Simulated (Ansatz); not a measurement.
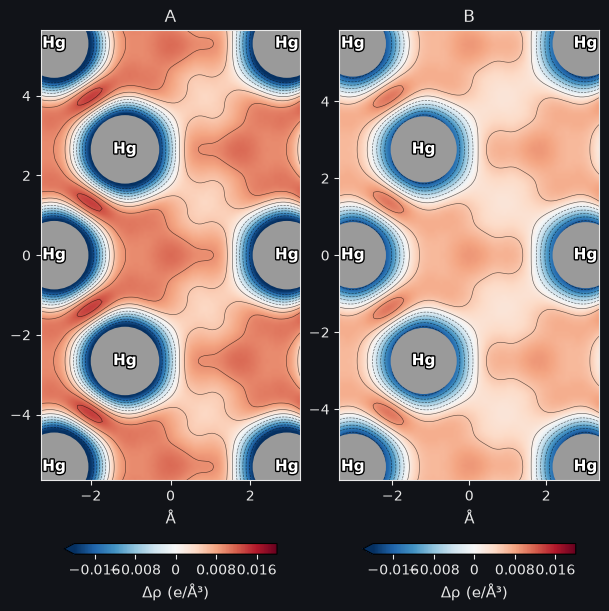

Hg: deformation density on the (100) plane of the conventional cell at two volumes, with the same fractional coordinates and one colour scale. Grey discs cover the cores. Panel A has 90 % of the volume of panel B.

Space group P2_1/m. The cell comes from a database of computed structures, not from a measurement.

These are results of DFT PBE, scalar-relativistic, plane waves, PAW in Ansatz 0.2.0, not measurements.

Question: What changes between the database cell and the scaled one?

Answer: From B to A, Hg–Hg goes from 3.31 to 3.19 Å, and Δρ at its midpoint from +0.011 to +0.014 e/Å³.
The pressure is 0.9 GPa in B and 2.7 GPa in A.
The rearranged charge is 0.09 e an atom in B and 0.11 e in A.

Run times: 52 s (base cell) and 50 s (scaled cell), on 1 thread of Arm Neoverse N1, on a shared host.
